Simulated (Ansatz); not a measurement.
## Au: geometry relaxation (part 3 of 3)

Au (slab, 12 atoms in the cell); DFT PBE+D3(BJ), scalar-relativistic, plane waves, PAW, no spin polarisation (Ansatz 0.2.0); cutoff 420 eV, 4×4×1 k-mesh, Gaussian smearing of 0.1 eV. The structure derives from an entry of the Crystallography Open Database. The input holds or restrains some coordinates. Forces given for the steps count only the free coordinates. It belongs to a series of runs on one base structure; here: clean slab, lower planes held.

Geometry of the input (Å; fractional positions):
```
5.8028  0.0000  0.0000
-2.9014  5.0254  0.0000
0.0000  0.0000  20.7380
Au 0.3333  0.1667  0.3858
Au 0.3333  0.6667  0.3858
Au 0.8333  0.1667  0.3858
Au 0.8333  0.6667  0.3858
Au 0.6667  0.3333  0.5000
Au 0.6667  0.8333  0.5000
Au 0.1667  0.3333  0.5000
Au 0.1667  0.8333  0.5000
Au 0.0000  0.5000  0.6142
Au 0.0000  0.0000  0.6142
Au 0.5000  0.5000  0.6142
Au 0.5000  0.0000  0.6142
```

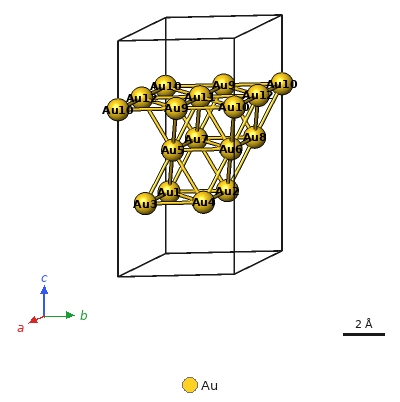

Figure 1. The geometry at step 4 of the log (ball-and-stick view of the cell of the calculation, with the vacuum cut short, seen slightly off an axis; atoms are numbered from 1 in the order of the input).

**Trajectory as extended XYZ, continued**
```
12
Lattice="5.8028 0.0000 0.0000 -2.9014 5.0254 0.0000 0.0000 0.0000 20.7380" Properties=species:S:1:pos:R:3:forces:R:3 step=3 energy=-157794.70823 accepted=F
Au    1.4507    0.8376    8.0000    0.0000   0.0000   0.1096
Au    0.0000    3.3502    8.0000    0.0000   0.0000   0.1096
Au    4.3521    0.8376    8.0000    0.0000   0.0000   0.1096
Au    2.9014    3.3502    8.0000    0.0000   0.0000   0.1096
Au    2.9014    1.6751   10.5370    0.0000   0.0000  -0.0647
Au    1.4507    4.1878   10.5370    0.0000   0.0000  -0.0647
Au    0.0000    1.6751   10.5370    0.0000   0.0000  -0.0647
Au   -1.4507    4.1878   10.5370    0.0000   0.0000  -0.0647
Au   -1.4507    2.5127   13.0461    0.0000   0.0000  -0.0449
Au    0.0000    0.0000   13.0461    0.0000   0.0000  -0.0449
Au    1.4507    2.5127   13.0461    0.0000   0.0000  -0.0449
Au    2.9014    0.0000   13.0461    0.0000   0.0000  -0.0449
12
Lattice="5.8028 0.0000 0.0000 -2.9014 5.0254 0.0000 0.0000 0.0000 20.7380" Properties=species:S:1:pos:R:3:forces:R:3 step=4 energy=-157794.71902
Au    1.4507    0.8376    8.0000    0.0000   0.0000  -0.0026
Au    0.0000    3.3502    8.0000    0.0000   0.0000  -0.0026
Au    4.3521    0.8376    8.0000    0.0000   0.0000  -0.0026
Au    2.9014    3.3502    8.0000    0.0000   0.0000  -0.0026
Au    2.9014    1.6751   10.4940    0.0000   0.0000  -0.0001
Au    1.4507    4.1878   10.4940    0.0000   0.0000  -0.0001
Au    0.0000    1.6751   10.4940    0.0000   0.0000  -0.0001
Au   -1.4507    4.1878   10.4940    0.0000   0.0000  -0.0001
Au   -1.4507    2.5127   12.9879    0.0000   0.0000   0.0026
Au    0.0000    0.0000   12.9879    0.0000   0.0000   0.0026
Au    1.4507    2.5127   12.9879    0.0000   0.0000   0.0026
Au    2.9014    0.0000   12.9879    0.0000   0.0000   0.0026
```

**Summary**

```tsv
quantity	value
outcome	converged under the restraints of the input
electrons treated	228
free energy	−157794.7190 eV
work function, top face	5.24 eV
work function, bottom face	5.24 eV
Fermi energy	3.499 eV
gap on the k-point mesh	none (metallic)
final volume	604.74 Å³
work function (upper face)	5.24 eV
largest force (length of the vector) at the end, held atoms and coordinates included	0.003 eV/Å
hardware	4 threads of Intel Xeon (Granite Rapids), 32 GiB of memory available, shared host
wall time	28 s (CPU time 87 s)
peak memory	1.5 GiB
```

The program warns: the exchange-correlation potential is rough where the density is thin. Spin–orbit coupling is left out, which matters for Au.
